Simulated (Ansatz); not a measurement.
# TiAl: what the fields show

The calculation's input:

```
crystal:
  lattice:
    - [2.8373, 0.0141865, 0.0]
    - [0.0141865, 2.8373, 0.0]
    - [0.0, 0.0, 4.0591]
  atoms:
    - { symbol: Ti, position: [0.0, 0.0, 0.0] }
    - { symbol: Al, position: [0.5, 0.5, 0.5] }
hamiltonian:
  xc: pbe
  pseudopotentials: { kind: paw }
kpoints:
  mp_grid: { grid: [8, 8, 6] }
scf:
  occupations: { method: fermi_dirac, width: 0.05 }
output:
  forces: true
  stress: true
  eigenvalues: true
  write_density: true
  write_potential: true
  elf: true
  volumetric_format: npy
```

Launched as:

```sh
ansatz run input.yaml --threads 2 --pin off --max-ram 5632MiB --backend cpu --events-out ev --progress --plain --runs-dir out
```

Below, planes, directions and counts refer to the conventional cell (a = 3.99 Å, b = 4.03 Å, c = 4.06 Å, α = 90.00°, β = 90.00°, γ = 90.00°).

Space group Cmmm.

All numbers below come from Kohn-Sham DFT of a periodic cell, PBE, Ansatz PAW (Ansatz 0.2.0).

The density is the valence pseudo-density of a PAW calculation; it isn't the true density close to the nuclei.

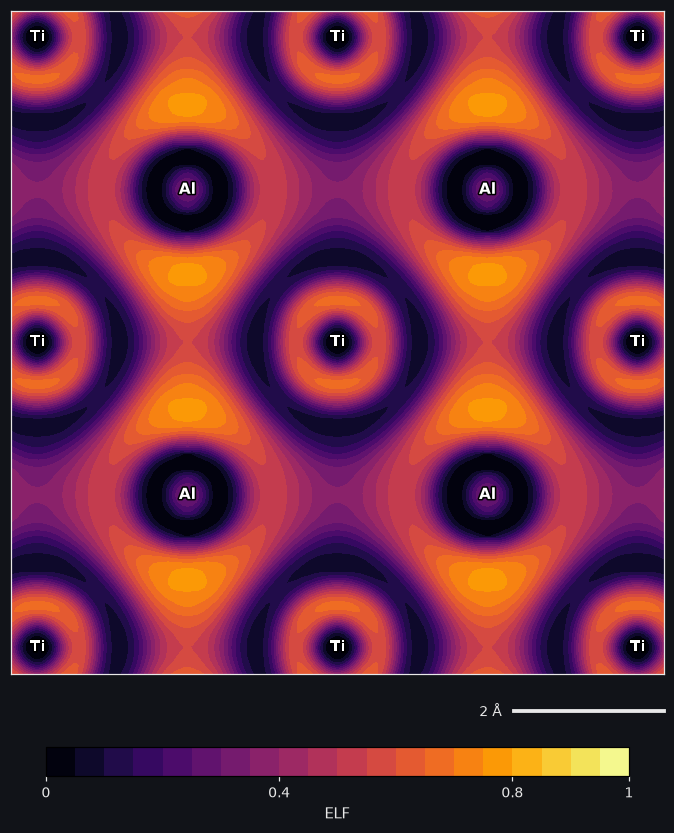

Figure 1. Electron localisation function on the (010) plane of the conventional cell.

Describe what can be read from this map.

Atoms in the plane: Ti and Al. Ti–Al (2.85 Å): the ELF is about 0.35 at the midpoint. The features right at Ti lie inside the PAW spheres, where the map follows smoothed inner orbitals and isn't to be read closely.

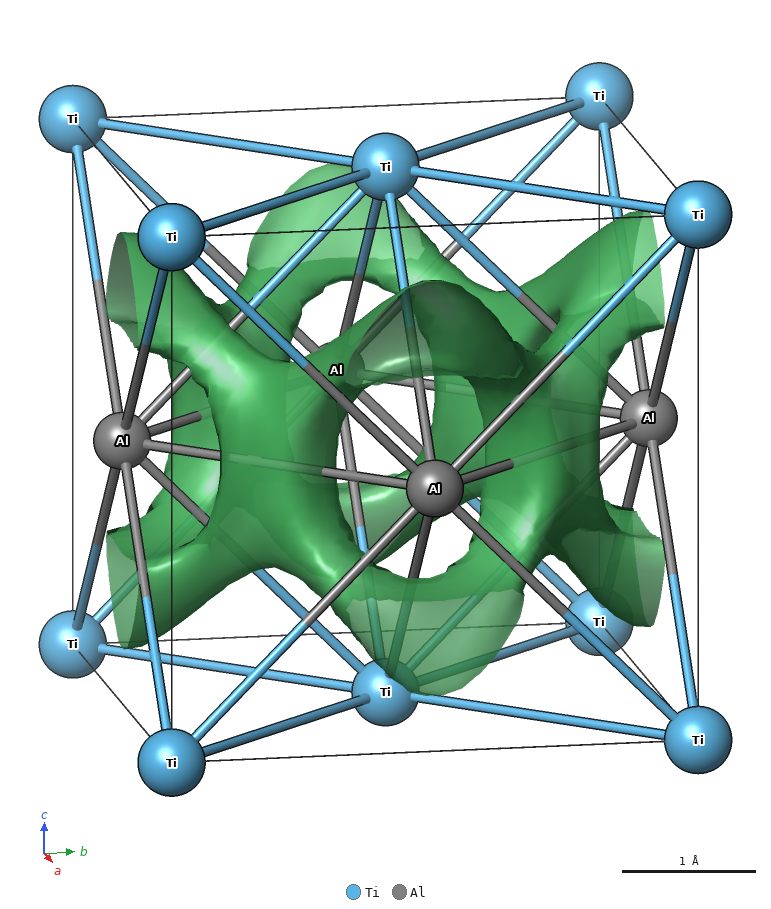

Figure 2. Isosurface of the ELF at 0.65 (green), seen slightly off an axis. Only the valence region is drawn (cores and ρ < 0.01 e/Å³ removed). Sticks mark near contacts.

What do the ELF domains correspond to?

At this value the surface marks out sheets that run through the cell in two directions, counted in one cell of 4 atoms. Any copies at cell faces, edges or corners count once.


Ti–Ti (2.84 Å): the ELF is about 0.30 at the midpoint: no shared electron pair shows on this line. Al–Al (2.84 Å): the ELF peaks at about 0.70 between the atoms.

Metal or insulator at this level of theory?

It is metallic or semimetallic at this level of theory: no gap opens.
